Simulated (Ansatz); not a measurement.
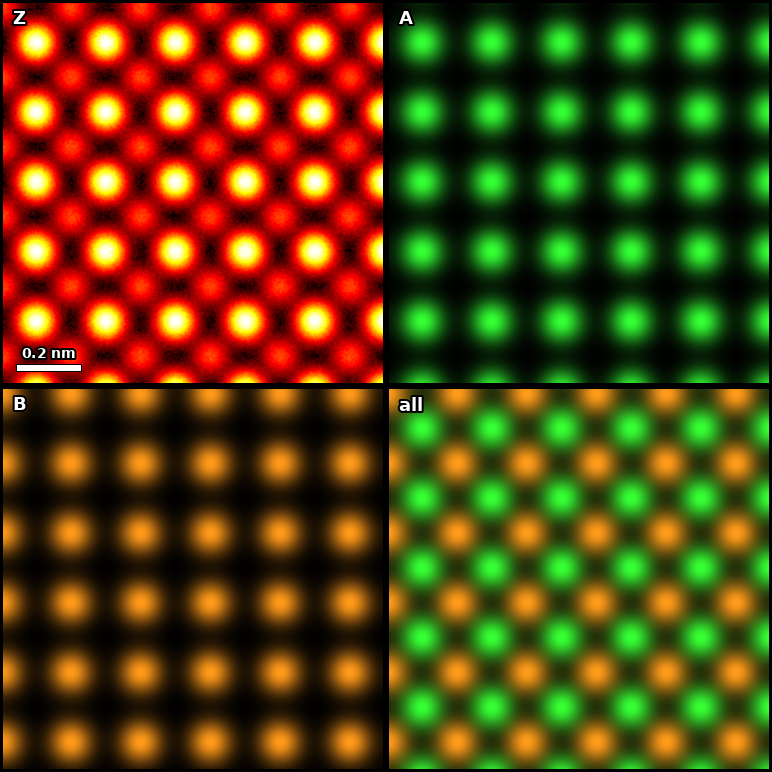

AlN (F-43m, No. 216) along [001]. Panel Z: Simulation: incoherent imaging, intensity Z^1.8 per atom, probe width 0.88 Å, thin sample. The probe carries 25 % of its weight in a tail 2.5 times as wide. The display is stretched by a gamma of 0.65; percentages refer to the linear signal. Shot noise was added. The other panels are simulated element maps (the number of atoms of one element along the beam, blurred by 1.1 Å; each on its own scale, no channelling); the last overlays them. Model: the end point of a relaxation with Ansatz 0.2.0, DFT PBE, scalar-relativistic, plane waves, PAW.

```cif
data_structure
_symmetry_space_group_name_H-M 'F-43m'
_symmetry_Int_Tables_number 216
_cell_length_a 4.4032
_cell_length_b 4.4032
_cell_length_c 4.4032
_cell_angle_alpha 90.000
_cell_angle_beta 90.000
_cell_angle_gamma 90.000
_cell_volume 85.37
loop_
_atom_site_label
_atom_site_type_symbol
_atom_site_symmetry_multiplicity
_atom_site_Wyckoff_symbol
_atom_site_fract_x
_atom_site_fract_y
_atom_site_fract_z
_atom_site_occupancy
Al1 Al 4 a 0.00000 0.00000 0.00000 1
N1 N 4 c 0.25000 0.75000 0.75000 1
```

Which element does each lettered map show?

Answer. A: Al, B: N. The projected cell (2.20 × 2.20 Å, 90°) holds 2 columns: 1 of Al and 1 of N. No column is shared by two of the mapped elements.
